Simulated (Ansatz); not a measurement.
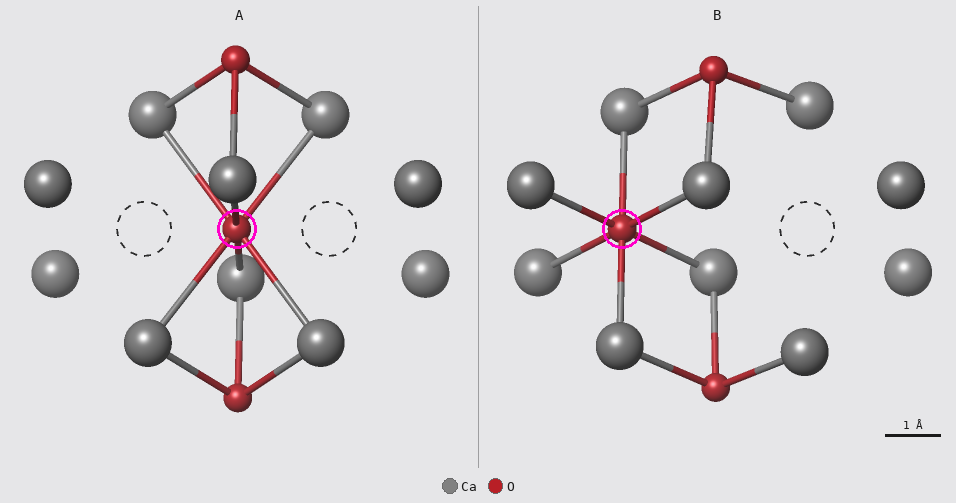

A vacancy jump of oxygen in CaO (Fm-3m phase), in a cell of charge +2 (on a uniform background) with 15 atoms, whose images lie 6.8 Å apart. One frame is the relaxed vacancy; in the other the neighbouring O atom (ringed) was set half-way along its jump of 3.42 Å and all atoms were relaxed in the symmetry of that start. Dashed circles mark empty sites. The picture is a ball-and-stick view of the slice 3.8 Å thick through the jump, out to 4.5 Å from its middle, seen across the jump.

Method: DFT PBE, scalar-relativistic, plane waves, PAW in Ansatz 0.2.0. Settings: plane-wave cutoff 420 eV; k-point mesh 4 × 4 × 4; occupations gaussian; smearing width 0.05 eV; no spin polarisation; atoms relaxed in a fixed cell; force threshold 0.02 eV/Å.

> What does the half-way point cost?

Frame A is the half-way start after relaxation. It lies 1.51 eV above the relaxed vacancy. The atom stays half-way, on the straight line. The symmetry of the start was kept and can hold it there, so for a path with one hump at the middle this is the barrier or an upper bound to it. There it has 2 Ca as nearest neighbours, the closest at 2.04 Å. The gap on the mesh is 1.29 eV with the relaxed vacancy and 2.12 eV half-way.

Limits of the set-up: the periodic images lie only 6.8 Å apart, so the values are limited by the cell's size; the cell is charged, on a uniform background, and energies carry no finite-size correction.
